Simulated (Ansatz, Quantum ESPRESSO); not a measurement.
# F on fcc sites of Co(0001): the work function of the upper face at a withheld member of a series

Method. Quantum ESPRESSO 7.5, PBE, GBRV ultrasoft. Slabs of 3 layers, covered on the upper face; adsorbates and the top layer relax in a periodic cell, the rest is held (the clean slab relaxes both outer layers); a run under open boundaries (ESM, bc1) gives both vacuum levels. Cells of one to 6 surface sites carry the coverages, on meshes of like density; cold smearing of 0.02 Ry. The slabs take the lattice constants of the bulk relaxed by the same program. The series steps the coverage.

| coverage | work function of the upper face (eV) |
| --- | --- |
| 0 ML | 4.956 |
| 0.1667 ML | 5.346 |
| 0.25 ML | 5.554 |
| 0.3333 ML | 5.804 |
| 0.5 ML | 6.194 |
| 0.6667 ML | 6.715 |
| 1 ML | 7.466 |

One more run was made and is withheld. What is the work function of the upper face at 0.75 ML?

By hand: The rows at 0.6667 ML and 1 ML give a slope of (7.466 − (6.715))/(1 − (0.6667)) = 2.253, so a straight line gives 6.903 eV. A parabola through these and the row at 0.5 ML gives 6.939 eV.

What the calculation gave: 6.896 eV. The line misses by +0.007 and the parabola by +0.043 eV. The line does better here.

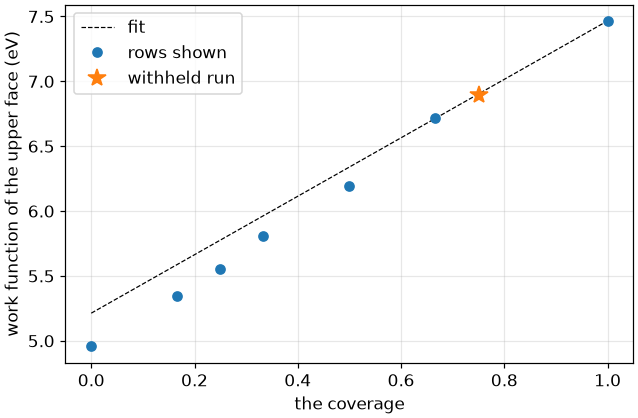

The rows shown, the fit and the withheld run.

Caveats: Thin slabs, one site and one ordered pattern a coverage; no reconstruction or subsurface sites; meshes differ a little between cells.
